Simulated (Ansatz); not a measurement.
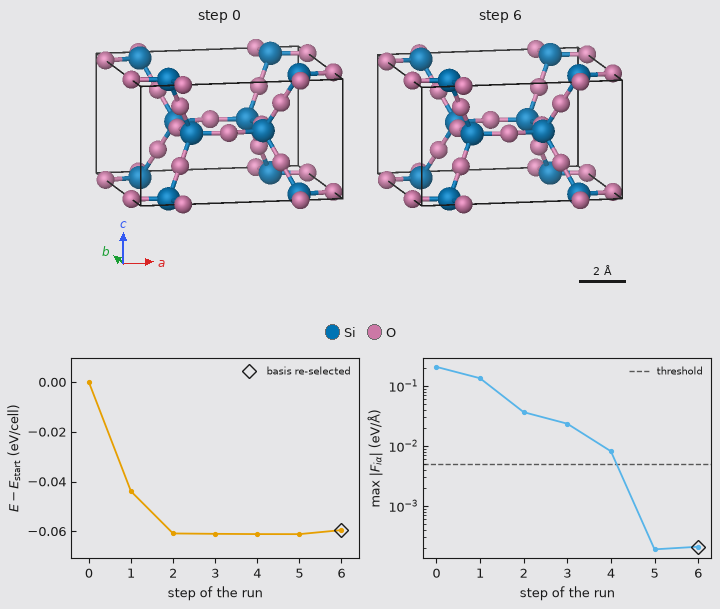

First and last geometry of a relaxation of a crystal of SiO2 (built on the database structure type), with the history of the run. The picture is a ball-and-stick view of the conventional cell (2 times the calculation's cell), seen slightly off an axis. Lengths and directions refer to the drawn axes.

Computed with DFT, r2SCAN, plane waves, PAW (Ansatz 0.2.0). Set-up: plane-wave cutoff 500 eV; k-point mesh 6 × 6 × 6; occupations fermi dirac; smearing width 0.02 eV; no spin polarisation; cell and atoms relaxed; force threshold 0.005 eV/Å.

Q: What do the curves and the structures tell?

A: It converged. The energy falls by 59.5 meV per cell of the calculation in 5 accepted moves (6 points after the start). Largest force component: 0.21 eV/Å at the start, 0.00021 eV/Å at the end. The pressure goes from −3.55 to 0.01 GPa. The SCF was repeated once at an unchanged geometry on a basis and grid sized afresh for the cell, which shifted the energy by 1.6 meV per cell of the calculation at most. The largest moves relative to the cell, 0.006 Å, are those of O atoms. Si stays in place. The volume changes by −2.4 %, with a = b 9.011 → 8.939 Å (−0.8 %), c 5.273 → 5.231 Å (−0.8 %). Some distances before and after: O–Si 1.621 → 1.607 Å. The space group stays I4/mmm (No. 139).
